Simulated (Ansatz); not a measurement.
**Run report: Co, single-point calculation (part 1 of 2)**

The run: single-point calculation of Co (6 atoms in the cell). Method and program: DFT LDA, scalar-relativistic, plane waves, PAW, PAW set soft_1, spin-polarised (Ansatz 0.2.0).

The structure derives from an entry of the Crystallography Open Database. Figures and captions count atoms from 1; the log counts them from 0 in places.

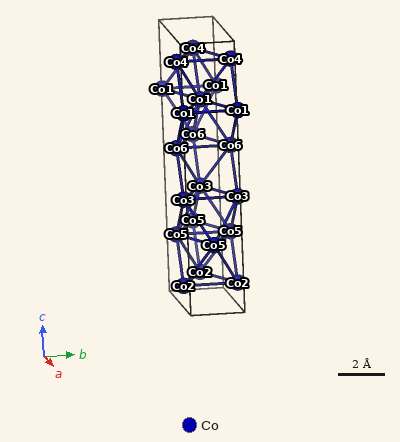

**Figure 1.** The structure as given in the input (ball-and-stick view of the cell 2 times as large as that of the calculation, set on its symmetry axes, seen slightly off an axis; atoms are numbered from 1 in the order of the input). An atom can appear more than once, as a periodic image.

The input
```yaml
crystal:
  lattice:
    - [-2.4287103965, 0.0, 0.0]
    - [-1.2143551982, -2.1033249018, 0.0]
    - [-0.6071775991, -1.0516624509, 11.7529910346]
  atoms:
    - { symbol: Co, position: [0.3333333333, -0.0416583333, 0.7499833333], spin: 1.72 }
    - { symbol: Co, position: [0.3333333333, 0.291675, 0.0833166667], spin: 1.72 }
    - { symbol: Co, position: [0.3333333333, 0.1250083333, 0.41665], spin: 1.72 }
    - { symbol: Co, position: [0.6666666667, 0.2083416667, 0.91665], spin: 1.72 }
    - { symbol: Co, position: [0.6666666667, 0.541675, 0.2499833333], spin: 1.72 }
    - { symbol: Co, position: [0.6666666667, 0.3750083333, 0.5833166667], spin: 1.72 }
basis:
  ecutwfc: 520.0
kpoints:
  mp_grid: { grid: [20, 20, 4] }
hamiltonian:
  xc: lda
  pseudopotentials: { kind: paw, azcp: { folder: soft_1 } }
scf:
  occupations: { method: gaussian, width: 0.15 }
output:
  forces: true
  stress: true
  eigenvalues: true
  populations: true
  write_density: true
  write_potential: true
  elf: true
  volumetric_format: npy
magnetization:
  spin_polarized: true
```

Run on 4 threads of Arm Neoverse V1, 24 GiB of memory available, shared host.

Launch command:
```bash
ansatz run input.yaml --threads 4 --pin off --max-ram 8192MiB --backend cpu --events-out ev --progress --plain --runs-dir out
```

Output
```
Warning: [file] the record states the generating functional pbe (its physics header spells it `PBE`), which answers neither for hamiltonian.xc's functional nor for the lda family's — results may be inconsistent (PPs are generated against a specific XC)
Warning: crystal.symmetry: narrowed to the stabiliser of the k-point mesh — unitary ops 4 → 2; excluded 2 operations that carry a point of the 20×20×4 mesh (shift [0, 0, 0]) off the mesh (the run samples exactly the mesh kpoints.mp_grid names, as under crystal.symmetry.detect: false, and its converged state has the mesh's symmetry, not the crystal's; ε∞, the Born charges and the force constants of a linear response (`dielectric:` by the response, `phonons.method: dfpt`) are averaged over those of the crystal's operations that the state keeps within a tolerance, where `mesh_tensors`, `unaveraged_element` or `gamma_mean_max_change_ev_ang2` stands beside them; a row that `dielectric.field_direction` solves alone is averaged likewise, with nothing beside; a Γ-centred mesh of equal divisions is mapped onto itself by every operation and keeps the whole group, as does a half-shifted one under kpoints.further_shifts: images)
Engine: ansatz 0.2.0, aarch64-unknown-linux-gnu
Pseudopotentials: kind: paw
Pseudopotential: Co, paw, valence charge 17, recommended cutoff 420 eV (normal), [file]
Functional definition: SPW92
  exchange = slater_x
  correlation = pw_c
Crystal: 6 atoms, lattice volume = 60.039 Å³
Basis set: ecut = 520 eV, 1637 PW (Γ)
Bands: 68, of which v1, the nominal top of the filled ones, is band 51 counted from 1 (50 counted from 0)
Symmetry: 2 space group operations
k-points: 804 of 1600
Non-local potential: Co, projectors of the file, l = 0: 3, l = 1: 2, l = 2: 3, l = 3: 1
PAW form: soft (Blöchl's): semilocal exchange-correlation on the pseudo side does not see the compensation charge
PAW frozen core: Co, regenerated for the run's functional, and the local potential with it (the file was generated under x = pbe(κ = 0.804, μ = 0.2195149727645171), c = pbe(β = 0.06672455060314922))
PAW one-centre angular grid: Co, 590 points (default); XC on 64 Gauss nodes
Initial density: superposition of atomic densities (chi_scale 0.1, normalization cell)
Starting moments: Σ|m| = 10.32 μB on 6 of 6 sites
Initial wavefunctions: pseudopotential atomic-orbital guess
Functional: x = slater, c = lda
SCF iter   1: F=—  HF=-30373.958183 eV  |F-HF|=—  |Δ(HF+E_count)|=         —  Δρ=8.38e-2 (↑8.38e-2 ↓6.77e-2)  dr2=8.25e0  dr2_m=2.53e-1  M=8.360 μB ∫|m|=8.576 μB  β_m=0.30  ethr=3.10e-3  ⟨swp⟩=5.1  Hψ=355546  notcnv=0  defer=1258
Mixer restart at iter 1: flushing history
preconditioner: auto → Kerker (q_TF=auto, 2.980 Å⁻¹)  [metal: Δε(μ)=0.000 eV  Ē_g=9.182 eV  σ=0.150 eV  W_gap=0.00  n_scr=10 (ndim 8)  ℏωp=35.2 eV  f_vac=0.000  D(μ)=9.08/eV (n_scr^D=130)]
spin=Collinear: Kerker preconditioning applied to the charge; magnetization (m = ρ↑ − ρ↓) channel mixes plain (no charge-response kernel on spin).
SCF iter   2: F=—  HF=-30370.704460 eV  |F-HF|=—  |Δ(HF+E_count)|=    3.25e0  Δρ=3.68e-2 (↑2.84e-2 ↓3.68e-2)  dr2=3.87e-1  dr2_m=4.85e-1  M=9.553 μB ∫|m|=9.859 μB  β_m=0.31  ethr=3.10e-3  ⟨swp⟩=3.0  Hψ=196426  notcnv=0  defer=10969
SCF iter   3: F=—  HF=-30372.453345 eV  |F-HF|=—  |Δ(HF+E_count)|=    1.75e0  Δρ=3.33e-2 (↑3.33e-2 ↓1.73e-2)  dr2=1.73e-1  dr2_m=2.87e-1  M=9.558 μB ∫|m|=9.920 μB  β_m=0.65  ethr=3.79e-4  ⟨swp⟩=2.0  Hψ=126909  notcnv=0  defer=10988
SCF iter   4: F=—  HF=-30375.736296 eV  |F-HF|=—  |Δ(HF+E_count)|=    3.28e0  Δρ=2.69e-2 (↑2.69e-2 ↓1.33e-2)  dr2=5.32e-1  dr2_m=2.59e-2  M=9.316 μB ∫|m|=9.788 μB  β_m=0.83  ethr=1.70e-4  ⟨swp⟩=2.5  Hψ=185777  notcnv=0  defer=11058
SCF iter   5: F=—  HF=-30376.220439 eV  |F-HF|=—  |Δ(HF+E_count)|=   4.84e-1  Δρ=1.06e-2 (↑1.06e-2 ↓7.28e-3)  dr2=9.08e-2  dr2_m=1.96e-2  M=9.123 μB ∫|m|=9.628 μB  β_m=0.71  ethr=1.70e-4  ⟨swp⟩=2.0  Hψ=177092  notcnv=0  defer=11072
SCF iter   6: F=—  HF=-30376.209194 eV  |F-HF|=—  |Δ(HF+E_count)|=   1.12e-2  Δρ=7.50e-3 (↑7.50e-3 ↓2.87e-3)  dr2=1.87e-2  dr2_m=1.19e-2  M=9.126 μB ∫|m|=9.631 μB  β_m=0.76  ethr=8.90e-5  ⟨swp⟩=2.0  Hψ=176362  notcnv=0  defer=11653
SCF iter   7: F=—  HF=-30376.213314 eV  |F-HF|=—  |Δ(HF+E_count)|=   4.12e-3  Δρ=2.07e-3 (↑2.07e-3 ↓9.29e-4)  dr2=1.58e-3  dr2_m=1.01e-3  M=9.104 μB ∫|m|=9.619 μB  β_m=0.88  ethr=1.84e-5  ⟨swp⟩=2.0  Hψ=153492  notcnv=0  defer=11493
SCF iter   8: F=—  HF=-30376.213031 eV  |F-HF|=—  |Δ(HF+E_count)|=   2.82e-4  Δρ=4.47e-4 (↑3.19e-4 ↓4.47e-4)  dr2=3.89e-4  dr2_m=1.08e-5  M=9.108 μB ∫|m|=9.628 μB  β_m=0.94  ethr=1.55e-6  ⟨swp⟩=2.1  Hψ=159992  notcnv=0  defer=11556
SCF iter   9: F=—  HF=-30376.213142 eV  |F-HF|=—  |Δ(HF+E_count)|=   1.11e-4  Δρ=4.00e-4 (↑2.97e-4 ↓4.00e-4)  dr2=2.74e-4  dr2_m=2.83e-6  M=9.109 μB ∫|m|=9.628 μB  β_m=0.78  ethr=3.82e-7  ⟨swp⟩=1.0  Hψ=109401  notcnv=0  defer=11566
SCF iter  10: F=—  HF=-30376.213137 eV  |F-HF|=—  |Δ(HF+E_count)|=   4.99e-6  Δρ=1.94e-4 (↑1.44e-4 ↓1.94e-4)  dr2=1.33e-4  dr2_m=5.43e-7  M=9.110 μB ∫|m|=9.629 μB  β_m=0.60  ethr=2.69e-7  ⟨swp⟩=2.3  Hψ=137531  notcnv=0  defer=11536
SCF iter  11: F=—  HF=-30376.213135 eV  |F-HF|=—  |Δ(HF+E_count)|=   1.90e-6  Δρ=5.92e-5 (↑2.78e-5 ↓5.92e-5)  dr2=1.58e-6  dr2_m=8.73e-7  M=9.110 μB ∫|m|=9.630 μB  β_m=0.80  ethr=1.30e-7  ⟨swp⟩=1.1  Hψ=109647  notcnv=0  defer=11527
SCF iter  12: F=—  HF=-30376.213137 eV  |F-HF|=—  |Δ(HF+E_count)|=   1.54e-6  Δρ=3.15e-5 (↑2.71e-5 ↓3.15e-5)  dr2=5.60e-7  dr2_m=3.52e-7  M=9.110 μB ∫|m|=9.630 μB  β_m=0.90  ethr=1.55e-9  ⟨swp⟩=2.0  Hψ=169031  notcnv=0  defer=11529
SCF iter  13: F=—  HF=-30376.213137 eV  |F-HF|=—  |Δ(HF+E_count)|=   4.48e-7  Δρ=1.36e-5 (↑1.34e-5 ↓1.36e-5)  dr2=3.71e-7  dr2_m=2.01e-8  M=9.110 μB ∫|m|=9.630 μB  β_m=0.88  ethr=5.49e-10  ⟨swp⟩=2.0  Hψ=145733  notcnv=0  defer=11530
SCF iter  14: F=—  HF=-30376.213137 eV  |F-HF|=—  |Δ(HF+E_count)|=   2.34e-8  Δρ=5.97e-6 (↑2.95e-6 ↓5.97e-6)  dr2=3.36e-8  dr2_m=1.70e-9  M=9.110 μB ∫|m|=9.630 μB  β_m=0.88  ethr=3.64e-10  ⟨swp⟩=2.0  Hψ=145970  notcnv=0  defer=11529
SCF iter  15: F=-30376.213137 eV  HF=-30376.213137 eV  |F-HF|=6.70e-8  |Δ(HF+E_count)|=   1.34e-9  Δρ=4.34e-6 (↑4.02e-6 ↓4.34e-6)  dr2=6.60e-8  dr2_m=3.58e-10  M=9.110 μB ∫|m|=9.630 μB  ethr=3.30e-11  ⟨swp⟩=11.1  Hψ=772120  notcnv=0
SCF 1 converged in 15 iterations: F = -30376.213137 eV  dr2 = 6.60e-8
  greatest PAW one-centre occupation: 1.003 electrons in one spin orbital (limit 2), on the Co atom at site 3 (counted from 0), in its partial waves of l = 1
```

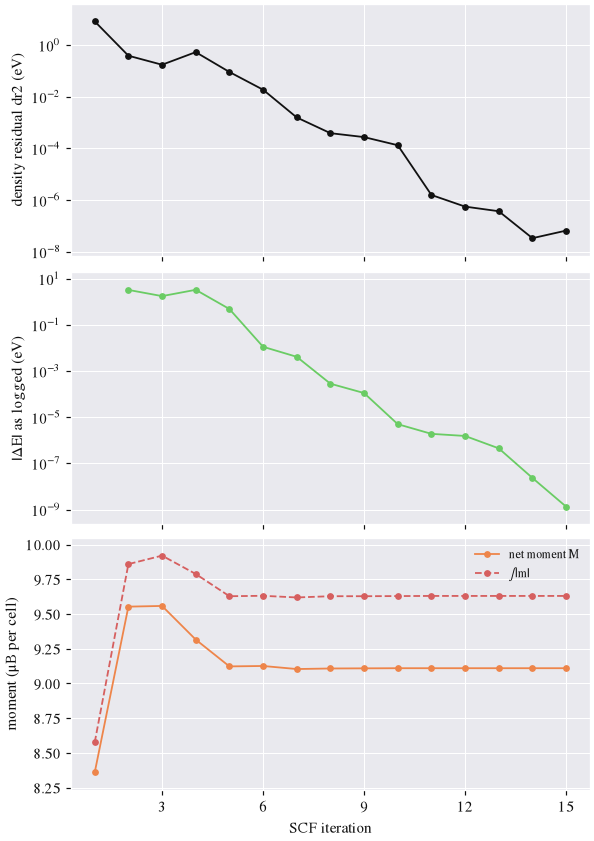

**Figure 2.** Convergence of the self-consistent field: density residual dr2, size of the energy change and magnetic moment against the SCF iteration. The residual comes down, with one marked jump up, by a factor of about 3, at step 4. The net moment goes from 8.4 to 9.1 μB per cell.

```
SCF converged after 15 iterations
Magnetization: 9.1104 μB (55.5552 up, 46.4448 down)
Absolute magnetization: 9.6392 μB (∫|ρ↑−ρ↓|, with the PAW one-centre terms)
Spin contamination: 0.0891 ħ² per cell (⟨S²⟩ above its minimum at these occupations)
Per-site moments (μB) at R_I (Å): [(1.5292633465851122, 0.9937084391559777), (1.5579558974286034, 0.8582156454301598), (1.5583069249571522, 0.9937084391559781), (1.5579558974286034, 0.8582156454301598), (1.5292633465851113, 0.9937084391559777), (1.558306924957152, 0.993708439155978)]
Free energy (F): -30376.213137 eV
Harris-Foulkes:  -30376.213137 eV  (|F-HF|=6.70e-8)
Internal energy: -30376.146829 eV  (E = F + TS)
E sigma→0 (E₀):  -30376.179983 eV
Entropy (-TS):   -0.066308 eV (-11.051 meV/atom)
Fermi energy:    20.150176 eV
--- Per-component energies (eV) ---
  E_band       = -1301.477616
  E_kinetic    = 1765.237313
  E_local      = -15264.889918  (includes V_loc(G=0)·N_el)
  E_nonlocal   = 2632.606225
  E_hartree    = 6805.436933
  E_xc         = -556.953236
  E_vxc        = -719.843375  (∫ρ·V_xc dr)
  E_paw        = -9046.971042  (= ΣΔE_a)
  E_vpaw       = -3325.475783  (= ΣTr[D̂ρ^β])
  E_aug_tail   = -0.000499  (compensation charges beyond the density's cutoff)
  E_ewald      = -16713.122113
  E_core_change = 2.509508  (= ΣΔE_core)
  E_smearing   = -0.066308  (= −TS)
  E_closure    = 0.000000  (closes the sum)
  Σ components = -30376.213137   (vs F -30376.213137, Δ=0.00e0)
--- Forces (eV/Å), atoms counted from 1 ---
  atom   1  Co    -0.05032616     0.02916101    -0.07480377
  atom   2  Co     0.87395689    -0.50453011     1.41309926
  atom   3  Co    -0.00302736     0.00178578     0.01463713
  atom   4  Co    -0.87395689     0.50453011    -1.41309926
  atom   5  Co     0.05032616    -0.02916101     0.07480377
  atom   6  Co     0.00302736    -0.00178578    -0.01463713
  max |Σ_I F_I| component: 1.94e-16 eV/Å
--- Stress (GPa, compression-positive) ---
        1.442690      -1.435047       5.310166
       -1.435047      -0.213156      -3.068873
        5.310165      -3.068872       8.038991
  P = ⅓ Tr σ = 3.0895 GPa (30.895 kbar)
--- Band table (eV; the first three rows and the last of 1608) ---
  k-point 0 ↑: bands = ["-75.1809", "-75.0966", "-75.0158", "-74.9815", "-74.9473", "-74.9374", "-39.1545", "-38.8341", "-38.7917", "-38.6322", "-38.6195", "-38.6049", "-38.5867", "-38.5652", "-38.5536", "-38.5016", "-38.4933", "-38.4744", "-38.4663", "-38.4476", "-38.4432", "-38.4385", "-38.4332", "-38.4283", "10.6104", "11.7499", "11.7795", "14.0666", "14.1306", "14.6628", "16.4689", "17.1881", "17.3559", "17.3568", "17.4064", "17.4130", "17.4325", "17.4605", "17.4730", "17.5107", "17.5642", "17.5795", "17.6057", "17.7665", "17.8220", "17.8237", "17.8725", "18.3759", "18.3882", "18.4862", "18.7860", "18.9140", "19.1706", "19.1980", "19.3404", "19.4708", "19.5124", "19.5769", "19.5857", "19.9485", "27.3021", "32.1110", "32.1205", "40.1197", "40.1524", "42.6001", "42.6054", "43.1435"]
```
